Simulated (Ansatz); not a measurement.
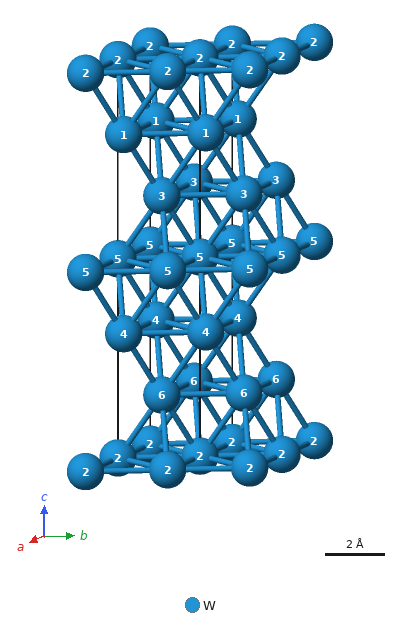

The input geometry (ball-and-stick view of the reduced cell, repeated 2 × 2 × 1, seen slightly off an axis; atoms are numbered from 1 in the order of the input). An atom can appear more than once, as a periodic image. Near neighbours in the periodic cell (some may lie outside the picture): W has 12 W at 2.84 Å.

Single-point calculation, with input and output: W

- system: W (Fm-3m, 6 atoms in the cell)
- method: DFT r2SCAN, scalar-relativistic, plane waves, PAW, no spin polarisation (Ansatz 0.2.0)

The structure derives from an entry of the Crystallography Open Database. It belongs to a series of runs on one base structure; here: the relaxed cell repeated 6 times. Figures and captions count atoms from 1; the log counts them from 0 in places.

**Input**
```yaml
crystal:
  lattice:
    - [2.0085763245, -2.0085763245, 0.0]
    - [2.0085763245, 0.0, -2.0085763245]
    - [8.034305298, 8.034305298, 8.034305298]
  atoms:
    - { symbol: W, position: [0.6666666667, 0.6666666667, 0.1666666667] }
    - { symbol: W, position: [0.0, 0.0, 0.0] }
    - { symbol: W, position: [0.3333333333, 0.3333333333, 0.3333333333] }
    - { symbol: W, position: [0.6666666667, 0.6666666667, 0.6666666667] }
    - { symbol: W, position: [0.0, 0.0, 0.5] }
    - { symbol: W, position: [0.3333333333, 0.3333333333, 0.8333333333] }
basis:
  ecutwfc: 500
kpoints:
  mp_grid: { grid: [24, 24, 5] }
hamiltonian:
  xc: r2scan
scf:
  occupations: { method: gaussian, width: 0.15 }
output:
  forces: true
  stress: true
  eigenvalues: true
```

Machine: 2 threads of Arm Neoverse V1, 24 GiB of memory available, shared host.

Launch command:
```bash
ansatz run input.yaml --threads 2 --pin off --max-ram 5120MiB --backend cpu --events-out ev --progress --plain --runs-dir out
```

**The program's output**
```
Engine: ansatz 0.2.0, aarch64-unknown-linux-gnu
Pseudopotentials: kind: paw
Pseudopotential: W, paw, valence charge 14, recommended cutoff 500 eV (meta_gga), W.paw.azcp
Functional definition: r2SCAN
  parameter k0 = 0.174
  parameter k1 = 0.065
  parameter a1 = 4.9479
  exchange = r2scan_x(k0 = k0, k1 = k1, a1 = a1)
  correlation = r2scan_c
Crystal: 6 atoms, lattice volume = 97.240 Å³
Basis set: ecut = 500 eV, 2451 PW (Γ), exchange–correlation on 96×96×432 points (64 copies of the dense FFT grid, shifted against one another)
Bands: 51, of which v1, the nominal top of the filled ones, is band 42 counted from 1 (41 counted from 0)
Symmetry: 72 space group operations
Space group: Fm-3m (ITA 225), of the structure as read, at distance tolerance 4.6e-5 Å
k-points: 279 of 2880
Non-local potential: W, projectors of the file, l = 0: 3, l = 1: 2, l = 2: 2, l = 3: 1
PAW form: soft (Blöchl's): semilocal exchange-correlation on the pseudo side does not see the compensation charge
PAW frozen core: W, regenerated for the run's functional (the file was generated under x = pbe(κ = 0.804, μ = 0.2195149727645171), c = pbe(β = 0.06672455060314922))
PAW one-centre angular grid: W, 590 points (default); XC on 160 Gauss nodes
Initial density: superposition of atomic densities (neutral atoms: chi_scale 0, normalization atom), corrected by the library's trained network
Initial wavefunctions: pseudopotential atomic-orbital guess
Functional: x = r2scan, c = r2scan; τ floored in thin density (d = 2e-4 eV/Å³)
SCF iter   1: F=—  HF=-62380.401995 eV  |F-HF|=—  |Δ(HF+E_count)|=         —  Δρ=6.40e-3  dr2=2.17e-2  dr2_τ=2.65e-1  ethr=1.77e-3  ⟨swp⟩=4.3  Hψ=51932  notcnv=0
preconditioner: auto → Kerker (q_TF=auto, 2.663 Å⁻¹)  [metal: Δε(μ)=0.001 eV  Ē_g=5.015 eV  σ=0.150 eV  W_gap=0.00  n_scr=28 (ndim 8)  ℏωp=22.6 eV  f_vac=0.000  D(μ)=7.59/eV (n_scr^D=94)]
SCF iter   2: F=—  HF=-62380.476807 eV  |F-HF|=—  |Δ(HF+E_count)|=   7.48e-2  Δρ=3.86e-3  dr2=6.52e-3  dr2_τ=7.39e-4  ethr=2.58e-5  ⟨swp⟩=2.1  Hψ=22124  notcnv=0  defer=2
SCF iter   3: F=—  HF=-62380.478246 eV  |F-HF|=—  |Δ(HF+E_count)|=   1.44e-3  Δρ=3.84e-4  dr2=4.43e-5  dr2_τ=3.73e-5  ethr=7.76e-6  ⟨swp⟩=3.0  Hψ=26835  notcnv=0  defer=2
SCF iter   4: F=—  HF=-62380.478247 eV  |F-HF|=—  |Δ(HF+E_count)|=   7.09e-7  Δρ=1.14e-4  dr2=5.23e-6  dr2_τ=1.20e-6  ethr=5.27e-8  ⟨swp⟩=2.0  Hψ=18847  notcnv=0  defer=2
SCF iter   5: F=—  HF=-62380.478254 eV  |F-HF|=—  |Δ(HF+E_count)|=   6.79e-6  Δρ=2.62e-5  dr2=3.46e-7  dr2_τ=3.76e-8  ethr=6.22e-9  ⟨swp⟩=2.0  Hψ=18826  notcnv=0  defer=2
SCF iter   6: F=-62380.478254 eV  HF=-62380.478254 eV  |F-HF|=1.43e-9  |Δ(HF+E_count)|=   2.55e-7  Δρ=4.54e-6  dr2=1.29e-8  dr2_τ=8.53e-10  ethr=1.19e-10  ⟨swp⟩=9.3  Hψ=55068  notcnv=0
SCF 1 converged in 6 iterations: F = -62380.478254 eV  dr2 = 1.29e-8
  greatest PAW one-centre occupation: 0.999 electrons in one spin orbital (limit 2), on the W atom at site 5 (counted from 0), in its partial waves of l = 0
SCF converged after 6 iterations
Free energy (F): -62380.478254 eV
Harris-Foulkes:  -62380.478254 eV  (|F-HF|=1.43e-9)
Internal energy: -62380.392868 eV  (E = F + TS)
E sigma→0 (E₀):  -62380.435561 eV
Entropy (-TS):   -0.085386 eV (-14.231 meV/atom)
Fermi energy:    21.449383 eV
--- Per-component energies (eV) ---
  E_band       = -613.074449
  E_kinetic    = 2701.665103
  E_local      = -3696.975954  (includes V_loc(G=0)·N_el)
  E_nonlocal   = 8.733091
  E_hartree    = 1324.341776
  E_xc         = -1492.112693
  E_vxc        = -1556.933650  (∫ρ·V_xc dr)
  E_paw        = -51558.958018  (= ΣΔE_a)
  E_vpaw       = -798.970395  (= ΣTr[D̂ρ^β])
  E_aug_tail   = -0.000286  (compensation charges beyond the density's cutoff)
  E_vtau       = 80.719998  (kinetic-family band-sum trace: ∫τ·v_τ [+ j·A + Jᵃ·Aᵃ] dr)
  E_ewald      = -9663.558194
  E_core_change = -3.527693  (= ΣΔE_core)
  E_smearing   = -0.085386  (= −TS)
  E_closure    = 0.000000  (closes the sum)
  Σ components = -62380.478254   (vs F -62380.478254, Δ=0.00e0)
--- Forces (eV/Å), atoms counted from 1 ---
  atom   1  W      0.00000000     0.00000000     0.00000000
  atom   2  W     -0.00000000    -0.00000000     0.00000000
  atom   3  W      0.00000000    -0.00000000    -0.00000000
  atom   4  W     -0.00000000     0.00000000    -0.00000000
  atom   5  W     -0.00000000     0.00000000    -0.00000000
  atom   6  W      0.00000000     0.00000000    -0.00000000
  max |Σ_I F_I| component: 6.69e-27 eV/Å
--- Stress (GPa, compression-positive) ---
        0.012899      -0.004971      -0.004971
       -0.004971       0.012899      -0.004971
       -0.004971      -0.004971       0.012899
  P = ⅓ Tr σ = 0.0129 GPa (0.129 kbar)
--- Band table (eV; the first three rows and the last of 279) ---
  k-point 0: bands = ["-54.0561", "-54.0251", "-54.0251", "-53.9626", "-53.9626", "-53.9311", "-18.2963", "-17.9943", "-17.9943", "-17.3582", "-17.3582", "-17.1902", "-17.1902", "-17.1486", "-17.1486", "-17.1486", "-17.1486", "-17.0643", "-17.0643", "-17.0643", "-17.0643", "-17.0218", "-17.0214", "-17.0214", "11.9132", "13.1170", "13.1170", "15.1441", "15.1441", "15.4922", "20.0607", "20.0607", "20.1582", "20.1582", "20.6727", "20.6727", "20.8395", "20.8396", "20.8396", "21.0644", "21.0644", "21.0644", "21.0644", "21.2874", "21.2874", "21.2874", "21.2874", "21.9617", "23.9798", "23.9798", "23.9798"]
  k-point 1: bands = ["-54.0548", "-54.0356", "-54.0132", "-53.9746", "-53.9519", "-53.9324", "-18.2833", "-18.0976", "-17.8762", "-17.4832", "-17.2459", "-17.1884", "-17.1884", "-17.1628", "-17.1628", "-17.1327", "-17.1327", "-17.0805", "-17.0805", "-17.0498", "-17.0498", "-17.0368", "-17.0233", "-17.0233", "11.9656", "12.7097", "13.5709", "14.8630", "15.3241", "15.4878", "19.8744", "19.8746", "20.2784", "20.5716", "20.6907", "20.6907", "20.7967", "20.8645", "20.8645", "20.9382", "20.9382", "21.1712", "21.1712", "21.1920", "21.1920", "21.3593", "21.3593", "21.8393", "24.0180", "24.0180", "24.0298"]
  k-point 2: bands = ["-54.0508", "-54.0443", "-54.0004", "-53.9874", "-53.9431", "-53.9365", "-18.2448", "-18.1821", "-17.7481", "-17.6152", "-17.1831", "-17.1831", "-17.1744", "-17.1744", "-17.1519", "-17.1155", "-17.1155", "-17.0978", "-17.0978", "-17.0809", "-17.0378", "-17.0378", "-17.0288", "-17.0288", "12.1206", "12.3722", "14.0402", "14.4850", "15.4231", "15.4696", "19.7451", "19.7563", "20.4936", "20.6753", "20.7435", "20.7435", "20.8281", "20.8281", "20.9362", "20.9362", "21.0446", "21.0446", "21.0514", "21.3002", "21.3002", "21.3631", "21.3631", "21.5074", "24.1013", "24.1013", "24.1902"]
  k-point 278: bands = ["-53.9001", "-53.9001", "-53.9001", "-53.9001", "-53.9001", "-53.9001", "-17.9894", "-17.9894", "-17.9894", "-17.9616", "-17.9616", "-17.9616", "-17.7833", "-17.7833", "-17.7833", "-17.7392", "-17.7392", "-17.7392", "-17.3543", "-17.3543", "-17.3543", "-17.3379", "-17.3379", "-17.3379", "17.5854", "17.5854", "17.5854", "17.7285", "17.7285", "17.7285", "18.3391", "18.3391", "18.3391", "18.4045", "18.4045", "18.4045", "19.9577", "19.9577", "19.9577", "20.1021", "20.1021", "20.1021", "23.1114", "23.1114", "23.1114", "23.2399", "23.2399", "23.2399", "25.8459", "25.8459", "25.8459"]
```

**Summary**

| quantity | value |
| --- | --- |
| outcome | converged |
| space group (tolerance 0.01 Å) | Fm-3m (225) |
| electrons treated | 84 |
| free energy | −62380.4783 eV |
| Fermi energy | 21.449 eV |
| gap on the k-point mesh | none (metallic) |
| pressure | 0.01 GPa |
| largest force (length of the vector) | under 0.001 eV/Å |
| wall time | 96 s (CPU time 3.2 min) |
| peak memory | 1.4 GiB |

**Notes**

Spin–orbit coupling is left out, which matters for W.
